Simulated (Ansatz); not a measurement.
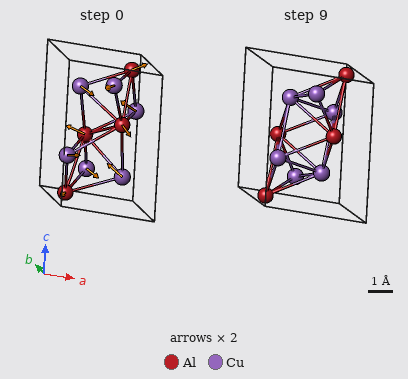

The structure of solid Al2Cu3 (a generated structure, set up in P1) (coarse preliminary run) before (left) and after (right) a relaxation, at one scale. The orange arrows give the displacements (the part carried along by the change of the cell is left out), 2 times their true length.

Style: ball-and-stick. Shown: the cell of the calculation, reduced to other axes, slightly off an axis. Lengths and directions refer to the drawn axes.

Level of theory: DFT PBE, scalar-relativistic, plane waves, PAW in Ansatz 0.2.0.

Input file:
```yaml
crystal:
  lattice:
    - [-2.097329147, 3.5948282099, 0.0330481037]
    - [2.1733820814, -1.1940296794, -4.4196530054]
    - [-6.112945173, -3.4914581074, 0.1707178076]
  atoms:
    - { symbol: Al, position: [0.680951142, 0.3004162578, 0.5669613729] }
    - { symbol: Al, position: [0.1580397062, 0.323352989, 0.0755541873] }
    - { symbol: Al, position: [0.8152957224, 0.7087255756, 0.9359783249] }
    - { symbol: Al, position: [0.3576055145, 0.6812655321, 0.4169440804] }
    - { symbol: Cu, position: [0.5345878765, 0.0619574455, 0.8250791714] }
    - { symbol: Cu, position: [0.006367797, 0.0360373765, 0.3839935884] }
    - { symbol: Cu, position: [0.9808710574, 0.9295246882, 0.6553746512] }
    - { symbol: Cu, position: [0.4499134234, 0.9466030011, 0.1285596365] }
    - { symbol: Cu, position: [0.2755384239, 0.5290704065, 0.7874004601] }
    - { symbol: Cu, position: [0.7408293367, 0.4830467277, 0.2241545268] }
basis:
  ecutwfc: 420
kpoints:
  mp_grid: { grid: [6, 6, 4] }
hamiltonian:
  xc: pbe
scf:
  occupations: { method: gaussian, width: 0.2 }
  lower_state_search: "off"
output:
  forces: true
  stress: true
  eigenvalues: true
relax:
  adjacent_minimum: "off"
  f_tol: 0.025
  max_steps: 60
  cell: { stress_tol: 0.25 }
```

Launched with:
```bash
ansatz run input.yaml --threads 1 --pin off --max-ram 3072MiB --backend cpu --events-out ev --progress --plain --runs-dir out
```

Question: Summarise the run.

Answer: The largest move relative to the cell is that of Cu6, 0.52 Å along [−3 −2 1]. By element the largest moves are Cu 0.52 Å, Al 0.47 Å. Cell: a 4.162 → 4.515 Å (+8.5 %), b 5.001 → 5.063 Å (+1.2 %), c 7.042 → 6.809 Å (−3.3 %), α 105.8° → 108.0°, β 90.5° → 90.0°, γ 113.6° → 116.5°. Volume +2.1 %. Near-neighbour distances that change, for instance: Al4–Cu6 2.811 → 3.631 Å, Al2–Cu8 2.836 → 3.631 Å, Al1–Cu7 2.853 → 3.631 Å, Cu6–Cu10 3.345 → 2.657 Å. New bonds form, among them: Cu6–Cu10 (3.35 → 2.66 Å). The space group (tolerance 0.01 Å) goes from P1 (No. 1) to C2/c (No. 15). Over 7 accepted moves (9 points after the start) the energy falls by 2.290 eV per cell of the calculation. The largest force component goes from 2.7 to 0.0029 eV/Å. The pressure goes from 10.47 to 0.00 GPa. The SCF was repeated twice at an unchanged geometry on a basis and grid sized afresh for the cell, which shifted the energy by 5.8 meV per cell of the calculation at most. Cost: 6.8 min on 1 thread of Intel(R) Xeon(R) Gold 6455B (Sapphire Rapids), with other jobs on the host, peak memory 0.8 GiB.
